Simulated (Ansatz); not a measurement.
## MoTe2: a changed input and its effect

System: MoTe2 (6 atoms in the cell).
Method of the first run: DFT, PBE, plane waves, PAW, no spin polarisation (Ansatz 0.2.0).

The structure was built on a prototype by a generator. The geometry comes from this level: r2scan-rvv10 (a point of a series of volumes). Text and figures count atoms from 1; the logs count them from 0 in places.

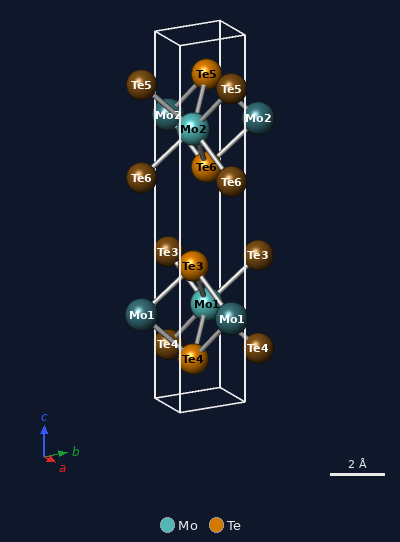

Figure 1. The input geometry (ball-and-stick view of the cell of the calculation, seen slightly off an axis; neighbours outside the cell are drawn fainter; atoms are numbered from 1 in the order of the input). Near neighbours in the crystal (not all of them lie inside the picture): Mo has 6 Te at 2.65 Å; Te has 3 Mo at 2.65 Å.

**Input, the first run**
```yaml
crystal:
  lattice:
    - [3.4450371447, 0.0, 0.0]
    - [-1.7225185723, 2.9834896843, 0.0]
    - [0.0, 0.0, 13.7880726193]
  atoms:
    - { symbol: Mo, position: [0.3333333333, 0.6666666667, 0.25] }
    - { symbol: Mo, position: [0.6666666667, 0.3333333333, 0.75] }
    - { symbol: Te, position: [0.6666666667, 0.3333333333, 0.3765845066] }
    - { symbol: Te, position: [0.6666666667, 0.3333333333, 0.1234154934] }
    - { symbol: Te, position: [0.3333333333, 0.6666666667, 0.8765845066] }
    - { symbol: Te, position: [0.3333333333, 0.6666666667, 0.6234154934] }
kpoints:
  mp_grid: { grid: [6, 6, 1] }
hamiltonian:
  xc: pbe
scf:
  occupations: { method: fermi_dirac, width: 0.02 }
  n_extra_bands: 5
output:
  forces: true
  stress: true
  eigenvalues: true
basis:
  ecutwfc: 260
```

Command:
```bash
ansatz run input.yaml --threads 2 --pin off --max-ram 3686MiB --backend cpu --events-out ev --progress --plain --runs-dir out
```

Hardware: 2 threads of Arm Neoverse V2, 24 GiB of memory available, shared host.

**Output, shortened to warnings, some set-up lines, iterations and results (the first run)**
```
Warning: basis.ecutwfc = 260 eV is below the records' recommended 420 eV, and the density's cutoff is lower with it unless basis.ecutrho_ratio is high enough to keep the records' density cutoff: compare with a run at a higher cutoff
Basis set: ecut = 260 eV, 1375 PW (Γ), exchange–correlation on 40×40×150 points (8 copies of the dense FFT grid, shifted against one another)
Symmetry: 24 space group operations
k-points: 7 of 36
Initial density: superposition of atomic densities (neutral atoms: chi_scale 0, normalization atom), corrected by the library's trained network
[...]
SCF iter   1: F=—  HF=-37830.073938 eV  |F-HF|=—  |Δ(HF+E_count)|=         —  Δρ=1.13e-2  dr2=7.22e-2  ethr=1.77e-3  ⟨swp⟩=6.6  Hψ=1294  notcnv=0
SCF iter   2: F=—  HF=-37830.032560 eV  |F-HF|=—  |Δ(HF+E_count)|=   4.14e-2  Δρ=5.21e-3  dr2=1.22e-2  ethr=7.85e-5  ⟨swp⟩=2.0  Hψ=772  notcnv=0  defer=5
SCF iter   3: F=—  HF=-37830.033027 eV  |F-HF|=—  |Δ(HF+E_count)|=   4.68e-4  Δρ=1.50e-3  dr2=3.30e-3  ethr=1.33e-5  ⟨swp⟩=2.0  Hψ=704  notcnv=0  defer=5
SCF iter   4: F=—  HF=-37830.033136 eV  |F-HF|=—  |Δ(HF+E_count)|=   1.09e-4  Δρ=6.69e-4  dr2=6.27e-4  ethr=3.59e-6  ⟨swp⟩=2.0  Hψ=448  notcnv=0  defer=5
SCF iter   5: F=—  HF=-37830.033239 eV  |F-HF|=—  |Δ(HF+E_count)|=   1.03e-4  Δρ=1.68e-4  dr2=4.79e-5  ethr=6.82e-7  ⟨swp⟩=2.0  Hψ=441  notcnv=0  defer=5
SCF iter   6: F=—  HF=-37830.033298 eV  |F-HF|=—  |Δ(HF+E_count)|=   5.88e-5  Δρ=3.42e-5  dr2=4.04e-6  ethr=5.21e-8  ⟨swp⟩=2.0  Hψ=477  notcnv=0  defer=5
SCF iter   7: F=—  HF=-37830.033299 eV  |F-HF|=—  |Δ(HF+E_count)|=   9.10e-7  Δρ=5.80e-6  dr2=1.05e-7  ethr=4.39e-9  ⟨swp⟩=2.0  Hψ=463  notcnv=0  defer=5
SCF iter   8: F=-37830.033299 eV  HF=-37830.033299 eV  |F-HF|=6.33e-10  |Δ(HF+E_count)|=   2.83e-8  Δρ=1.46e-6  dr2=3.73e-9  ethr=1.09e-10  ⟨swp⟩=7.1  Hψ=1196  notcnv=0
SCF 1 converged in 8 iterations: F = -37830.033299 eV  dr2 = 3.73e-9
SCF converged after 8 iterations
Free energy (F): -37830.033299 eV
Harris-Foulkes:  -37830.033299 eV  (|F-HF|=6.33e-10)
Internal energy: -37830.033299 eV  (E = F + TS)
E sigma→0 (E₀):  -37830.033299 eV
Fermi energy:    13.899056 eV
--- Per-component energies (eV) ---
  E_band       = -1075.285792
  E_kinetic    = 1638.838466
  E_local      = -7360.649408  (includes V_loc(G=0)·N_el)
  E_nonlocal   = -959.337884
  E_hartree    = 4155.693713
  E_xc         = -873.680402
  E_vxc        = -887.238623  (∫ρ·V_xc dr)
  E_paw        = -25054.002817  (= ΣΔE_a)
  E_vpaw       = -1818.271962  (= ΣTr[D̂ρ^β])
  E_aug_tail   = -0.014435  (compensation charges beyond the density's cutoff)
  E_ewald      = -9376.880531
  E_smearing   = -0.000000  (= −TS)
  E_closure    = 0.000000  (closes the sum)
  Σ components = -37830.033299   (vs F -37830.033299, Δ=0.00e0)
--- Forces (eV/Å), atoms counted from 1 ---
  atom   1  Mo    -0.00000000     0.00000000     0.00000000
  atom   2  Mo     0.00000000    -0.00000000     0.00000000
  atom   3  Te     0.00000000    -0.00000000     1.52455413
  atom   4  Te     0.00000000    -0.00000000    -1.52455413
  atom   5  Te    -0.00000000     0.00000000     1.52455413
  atom   6  Te    -0.00000000     0.00000000    -1.52455413
  max |Σ_I F_I| component: 9.25e-18 eV/Å
--- Stress (GPa, compression-positive) ---
       10.914096      -0.000000       0.000000
       -0.000000      10.914096       0.000000
        0.000000       0.000000      15.158539
  P = ⅓ Tr σ = 12.3289 GPa (123.289 kbar)
```

For the second run the input was changed thus:
```diff
-    - [3.4450371447, 0.0, 0.0]
-    - [-1.7225185723, 2.9834896843, 0.0]
-    - [0.0, 0.0, 13.7880726193]
+    - [3.58874345, 0.0, 0.0]
+    - [-1.794371725, 3.1079429954, 0.0]
+    - [0.0, 0.0, 14.3632283841]
```

Predict how the results change.

With the same functional and potentials, the second run lies 83.5 meV per atom lower. The pressure goes from 12.33 to −1.01 GPa. The largest force goes from 1.525 to 0.241 eV/Å. The volume per atom goes from 23.62 to 26.70 Å³. The number of SCF iterations is the same. The plane waves at Γ go from 1375 to 1537.

**Output, shortened to warnings, some set-up lines, iterations and results (the second run)**
```
Warning: basis.ecutwfc = 260 eV is below the records' recommended 420 eV, and the density's cutoff is lower with it unless basis.ecutrho_ratio is high enough to keep the records' density cutoff: compare with a run at a higher cutoff
Basis set: ecut = 260 eV, 1537 PW (Γ), exchange–correlation on 40×40×160 points (8 copies of the dense FFT grid, shifted against one another)
Symmetry: 24 space group operations
k-points: 7 of 36
Initial density: superposition of atomic densities (neutral atoms: chi_scale 0, normalization atom), corrected by the library's trained network
[...]
SCF iter   1: F=—  HF=-37830.575298 eV  |F-HF|=—  |Δ(HF+E_count)|=         —  Δρ=1.07e-2  dr2=8.16e-2  ethr=1.77e-3  ⟨swp⟩=6.6  Hψ=1301  notcnv=0
SCF iter   2: F=—  HF=-37830.533033 eV  |F-HF|=—  |Δ(HF+E_count)|=   4.23e-2  Δρ=4.94e-3  dr2=1.42e-2  ethr=8.87e-5  ⟨swp⟩=2.0  Hψ=773  notcnv=0  defer=4
SCF iter   3: F=—  HF=-37830.534278 eV  |F-HF|=—  |Δ(HF+E_count)|=   1.24e-3  Δρ=1.91e-3  dr2=9.94e-3  ethr=1.55e-5  ⟨swp⟩=2.0  Hψ=692  notcnv=0  defer=4
SCF iter   4: F=—  HF=-37830.533745 eV  |F-HF|=—  |Δ(HF+E_count)|=   5.33e-4  Δρ=7.82e-4  dr2=7.50e-4  ethr=1.08e-5  ⟨swp⟩=2.0  Hψ=455  notcnv=0  defer=4
SCF iter   5: F=—  HF=-37830.533975 eV  |F-HF|=—  |Δ(HF+E_count)|=   2.30e-4  Δρ=1.02e-4  dr2=2.68e-5  ethr=8.15e-7  ⟨swp⟩=2.0  Hψ=477  notcnv=0  defer=4
SCF iter   6: F=—  HF=-37830.534071 eV  |F-HF|=—  |Δ(HF+E_count)|=   9.55e-5  Δρ=2.28e-5  dr2=2.64e-6  ethr=2.91e-8  ⟨swp⟩=2.0  Hψ=478  notcnv=0  defer=4
SCF iter   7: F=—  HF=-37830.534071 eV  |F-HF|=—  |Δ(HF+E_count)|=   7.95e-7  Δρ=6.08e-6  dr2=1.17e-7  ethr=2.87e-9  ⟨swp⟩=2.0  Hψ=468  notcnv=0  defer=4
SCF iter   8: F=-37830.534072 eV  HF=-37830.534072 eV  |F-HF|=3.55e-9  |Δ(HF+E_count)|=   3.23e-8  Δρ=1.20e-6  dr2=2.52e-9  ethr=1.09e-10  ⟨swp⟩=6.7  Hψ=1158  notcnv=0
SCF 1 converged in 8 iterations: F = -37830.534072 eV  dr2 = 2.52e-9
SCF converged after 8 iterations
Free energy (F): -37830.534072 eV
Harris-Foulkes:  -37830.534072 eV  (|F-HF|=3.55e-9)
Internal energy: -37830.534072 eV  (E = F + TS)
E sigma→0 (E₀):  -37830.534072 eV
Fermi energy:    11.734483 eV
--- Per-component energies (eV) ---
  E_band       = -1255.057743
  E_kinetic    = 1620.742504
  E_local      = -7919.091337  (includes V_loc(G=0)·N_el)
  E_nonlocal   = -961.102682
  E_hartree    = 4349.239173
  E_xc         = -866.169330
  E_vxc        = -877.038197  (∫ρ·V_xc dr)
  E_paw        = -25052.741431  (= ΣΔE_a)
  E_vpaw       = -1817.032184  (= ΣTr[D̂ρ^β])
  E_aug_tail   = -0.014748  (compensation charges beyond the density's cutoff)
  E_ewald      = -9001.396221
  E_smearing   = -0.000000  (= −TS)
  E_closure    = 0.000000  (closes the sum)
  Σ components = -37830.534072   (vs F -37830.534072, Δ=0.00e0)
--- Forces (eV/Å), atoms counted from 1 ---
  atom   1  Mo     0.00000000    -0.00000000     0.00000000
  atom   2  Mo     0.00000000     0.00000000     0.00000000
  atom   3  Te    -0.00000000     0.00000000    -0.24055240
  atom   4  Te     0.00000000     0.00000000     0.24055240
  atom   5  Te    -0.00000000    -0.00000000    -0.24055240
  atom   6  Te     0.00000000    -0.00000000     0.24055240
  max |Σ_I F_I| component: 2.78e-17 eV/Å
--- Stress (GPa, compression-positive) ---
       -1.342086      -0.000000       0.000000
       -0.000000      -1.342086       0.000000
        0.000000       0.000000      -0.359839
  P = ⅓ Tr σ = -1.0147 GPa (-10.147 kbar)
```

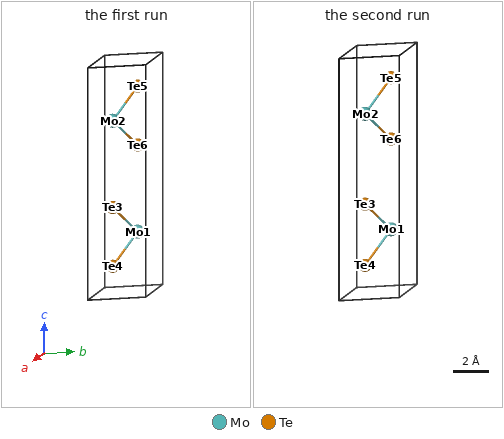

Figure 2. The two input geometries at one scale (ball-and-stick view of the cell of the calculation, seen slightly off an axis). No atom moves by more than 0.005 Å relative to the cell. The drawn cell changes as follows: a = b 3.445 → 3.589 Å (+4.2 %), c 13.788 → 14.363 Å (+4.2 %); the volume changes by +13.0 %. Among the contacts that change: Mo1–Te3 2.646 → 2.757 Å.

**The two runs side by side**

| quantity | the first run | the second run |
| --- | --- | --- |
| outcome | converged | converged |
| free energy per atom (eV) | −6305.0055 | −6305.0890 |
| gap on the mesh (eV) | 0.89 | 0.89 |
| pressure (GPa) | 12.33 | −1.01 |
| volume per atom (Å³) | 23.62 | 26.70 |
| largest force (eV/Å) | 1.525 | 0.241 |
| SCF iterations | 8 | 8 |
| irreducible k-points | 7 | 7 |
| plane waves at Γ | 1375 | 1537 |
| wall time (shared host) | 0.8 s | 0.9 s |

For both runs: Warnings: the cutoff is below the recommended one.
